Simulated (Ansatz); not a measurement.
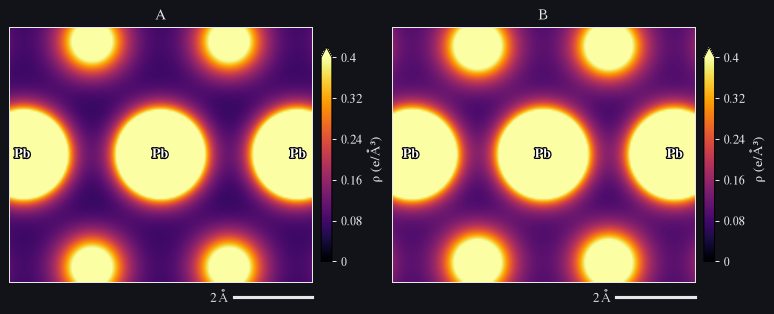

Pb. The valence electron density of two cells that differ in size, on the (100) plane of each (indices in the axes of the calculation cell), at one length scale and on one colour scale; one has 27.3 and the other 31.0 Å³ an atom.

Level of theory: DFT r2SCAN, scalar-relativistic, plane waves, PAW in Ansatz 0.2.0.

The density is the valence pseudo-density of a PAW calculation; it isn't the true density close to the nuclei.

> Which panel shows the smaller cell, and what does the compression change?

Panel B is the smaller cell, by 12 % in volume. From the larger cell to the smaller, Pb–Pb goes from 3.51 to 3.36 Å, and the density at its midpoint from 0.12 to 0.15 e/Å³; the pressure goes from 0.0 to 8 GPa.
